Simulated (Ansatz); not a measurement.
**Single-point calculation of Si**

System: Si (2 atoms in the cell).
Method: DFT PBE, scalar-relativistic, plane waves, PAW, no spin polarisation (Ansatz 0.2.0).

The structure derives from an entry of the Crystallography Open Database. It belongs to a series of runs on one base structure; here: strain +0.0150 x Voigt [0, 0, 0, 0, 1, 0], atoms carried along. Figures and captions count atoms from 1; the log counts them from 0 in places.

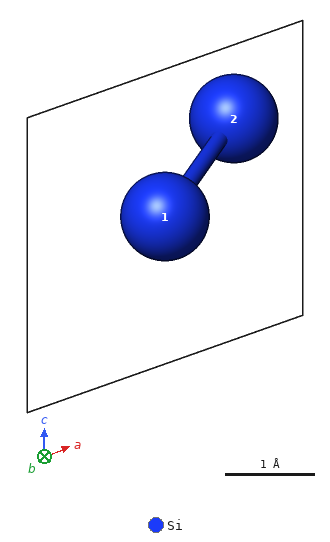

The structure (ball-and-stick view of the reduced cell, along the b axis; atoms are numbered from 1 in the order of the input). An atom can appear more than once, as a periodic image.

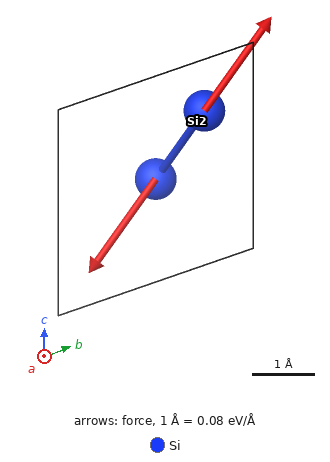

Forces on the atoms as red arrows (ball-and-stick view of the reduced cell, along the a axis; atoms are numbered from 1 in the order of the input). The largest act on Si1, Si2 (0.15 eV/Å). The geometry is not a stationary point of this energy.

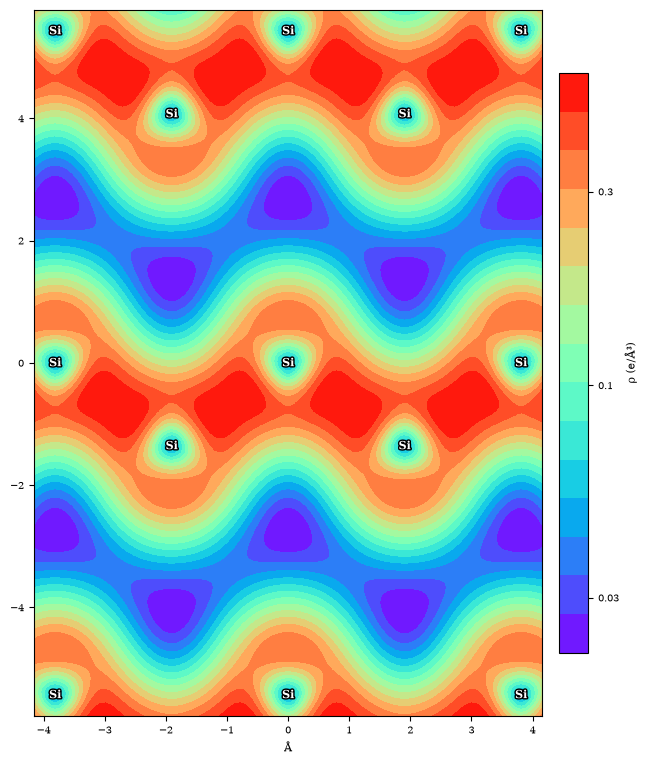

Valence electron density on the (010) plane of the conventional cell. Si–Si (2.34 Å): ρ at the midpoint is about 0.58 e/Å³, a local maximum along the line. Away from the nuclei the density in this plane falls to 0.02 e/Å³ at its lowest. Core electrons are frozen (PAW), so the fields are smoothed inside the atomic spheres.

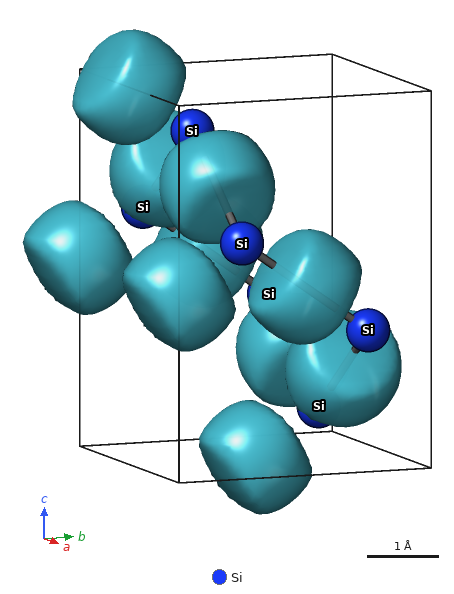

Isosurface of the electron localisation function at 0.7 (cyan), seen slightly off an axis. Only the valence region is drawn (cores and ρ < 0.01 e/Å³ removed). Sticks mark near contacts. The outline is the cell set on symmetry axes. Along the contacts the grid gives the following. Si–Si (2.34 Å): the ELF peaks at about 0.95 between the atoms, which marks localised, shared-pair bonding.

These pictures come from the run below.

### Input
```yaml
crystal:
  lattice:
    - [0.020366025, 2.71547, 2.71547]
    - [2.735836025, 0.0, 2.735836025]
    - [2.71547, 2.71547, 0.020366025]
  atoms:
    - { symbol: Si, position: [0.5, 0.5, 0.5] }
    - { symbol: Si, position: [0.75, 0.75, 0.75] }
basis:
  ecutwfc: 420
kpoints:
  mp_grid: { grid: [10, 10, 10] }
hamiltonian:
  xc: pbe
scf:
  occupations: { method: gaussian, width: 0.05 }
output:
  forces: true
  stress: true
  eigenvalues: true
  write_density: true
  write_potential: true
  elf: true
  volumetric_format: npy
```

Launch command:
```bash
ansatz run input.yaml --threads 1 --pin off --max-ram 2560MiB --backend cpu --events-out ev --progress --plain --runs-dir out
```

### Output
```
Engine: ansatz 0.2.0, x86_64-unknown-linux-gnu
Pseudopotentials: kind: paw
Pseudopotential: Si, paw, valence charge 4, recommended cutoff 420 eV (normal), Si.paw.azcp
Functional definition: PBE
  parameter kappa = 0.804
  parameter beta = 0.06672455060314922
  exchange = pbe_x(kappa = kappa, mu = beta*pi^2/3)
  correlation = pbe_c(beta = beta)
Crystal: 2 atoms, lattice volume = 40.044 Å³
Basis set: ecut = 420 eV, 757 PW (Γ), exchange–correlation on 54×54×54 points (8 copies of the dense FFT grid, shifted against one another)
Bands: 8, of which v1, the nominal top of the filled ones, is band 4 counted from 1 (3 counted from 0)
Symmetry: 8 space group operations
Space group: Imma (ITA 74), of the structure as read, at distance tolerance 3.4e-5 Å
k-points: 171 of 1000
Non-local potential: Si, projectors of the file, l = 0: 2, l = 1: 2, l = 2: 2
PAW form: soft (Blöchl's): semilocal exchange-correlation on the pseudo side does not see the compensation charge
PAW one-centre angular grid: Si, 110 points (default); XC on 64 Gauss nodes
Initial density: superposition of atomic densities (neutral atoms: chi_scale 0, normalization atom), corrected by the library's trained network
Initial wavefunctions: pseudopotential atomic-orbital guess
Functional: x = pbe(κ = 0.804, μ = 0.2195149727645171), c = pbe(β = 0.06672455060314922)
SCF iter   1: F=—  HF=-1271.610837 eV  |F-HF|=—  |Δ(HF+E_count)|=         —  Δρ=1.14e-3  dr2=2.82e-4  ethr=1.77e-3  ⟨swp⟩=6.1  Hψ=12248  notcnv=0
preconditioner: auto → none  [insulator: Δε(μ)=0.556 eV  Ē_g=9.476 eV  σ=0.050 eV  W_gap=1.00  n_scr=8 (ndim 8)  ℏωp=16.6 eV  f_vac=0.000  D(μ)=0.00/eV (n_scr^D=0)  ε∞_Penn≈4.1]
SCF iter   2: F=—  HF=-1271.611209 eV  |F-HF|=—  |Δ(HF+E_count)|=   3.71e-4  Δρ=4.81e-4  dr2=4.72e-5  ethr=3.53e-6  ⟨swp⟩=2.3  Hψ=3393  notcnv=0
SCF iter   3: F=—  HF=-1271.611256 eV  |F-HF|=—  |Δ(HF+E_count)|=   4.76e-5  Δρ=9.25e-5  dr2=2.22e-6  ethr=5.91e-7  ⟨swp⟩=2.2  Hψ=2079  notcnv=0
SCF iter   4: F=—  HF=-1271.611258 eV  |F-HF|=—  |Δ(HF+E_count)|=   1.20e-6  Δρ=2.21e-5  dr2=1.50e-7  ethr=2.78e-8  ⟨swp⟩=2.0  Hψ=2052  notcnv=0
iter 5 did not close the SCF: its close was put off for the readings that it lacked (scf_convergence_deferred on its scf_iter line)
SCF iter   5: F=-1271.611258 eV  HF=-1271.611258 eV  |F-HF|=8.74e-10  |Δ(HF+E_count)|=   2.75e-8  Δρ=2.70e-6  dr2=1.39e-9  ethr=1.87e-9  ⟨swp⟩=2.0  Hψ=2054  notcnv=0
SCF iter   6: F=-1271.611258 eV  HF=-1271.611258 eV  |F-HF|=8.64e-12  |Δ(HF+E_count)|=   1.08e-9  Δρ=3.51e-7  dr2=3.60e-11  ethr=1.74e-11  ⟨swp⟩=4.5  Hψ=6400  notcnv=0
SCF 1 converged in 6 iterations: F = -1271.611258 eV  dr2 = 3.60e-11
  greatest PAW one-centre occupation: 0.634 electrons in one spin orbital (limit 2), on the Si atom at site 1 (counted from 0), in its partial waves of l = 0
SCF converged after 6 iterations
Free energy (F): -1271.611258 eV
Harris-Foulkes:  -1271.611258 eV  (|F-HF|=8.64e-12)
Internal energy: -1271.611258 eV  (E = F + TS)
E sigma→0 (E₀):  -1271.611258 eV
Fermi energy:    6.521780 eV
--- Per-component energies (eV) ---
  E_band       = 9.321511
  E_kinetic    = 80.851685
  E_local      = -54.848461  (includes V_loc(G=0)·N_el)
  E_nonlocal   = 52.029727
  E_hartree    = 14.923246
  E_xc         = -110.438035
  E_vxc        = -93.567101  (∫ρ·V_xc dr)
  E_paw        = -1025.613076  (= ΣΔE_a)
  E_vpaw       = -4.990865  (= ΣTr[D̂ρ^β])
  E_aug_tail   = 0.000012  (compensation charges beyond the density's cutoff)
  E_ewald      = -228.516355
  E_smearing   = -0.000000  (= −TS)
  E_closure    = 0.000000  (closes the sum)
  Σ components = -1271.611258   (vs F -1271.611258, Δ=0.00e0)
--- Forces (eV/Å), atoms counted from 1 ---
  atom   1  Si    -0.00000000     0.14988681     0.00000000
  atom   2  Si     0.00000000    -0.14988681    -0.00000000
  max |Σ_I F_I| component: 1.56e-17 eV/Å
--- Stress (GPa, compression-positive) ---
        2.040901       0.000000      -1.575326
        0.000000       2.032897      -0.000000
       -1.575326      -0.000000       2.040901
  P = ⅓ Tr σ = 2.0382 GPa (20.382 kbar)
--- Band table (eV; the first three rows and the last of 171) ---
  k-point 0: bands = ["-5.7327", "6.2125", "6.2271", "6.2467", "8.6757", "8.7615", "8.9052", "9.6202"]
  k-point 1: bands = ["-5.6000", "5.1172", "6.0066", "6.0267", "8.7590", "8.9796", "9.1444", "10.5749"]
  k-point 2: bands = ["-5.2080", "3.2564", "5.6185", "5.6316", "8.3935", "9.5057", "9.6527", "12.3106"]
  k-point 170: bands = ["-1.6519", "-1.5258", "3.2996", "3.4576", "6.8546", "7.0232", "16.2938", "16.3768"]
```

### Results in brief

- outcome: converged
- space group (tolerance 0.01 Å): Imma (74)
- electrons treated: 8
- free energy: −1271.6113 eV
- Fermi energy: 6.522 eV
- gap on the k-point mesh: 0.55 eV
- pressure: 2.04 GPa
- largest force (length of the vector): 0.150 eV/Å
- hardware: 1 thread of Intel Xeon @ 2.50GHz (Skylake/Cascade Lake), 189 GiB of memory available, shared host
- wall time: 8.8 s
- peak memory: 0.36 GiB
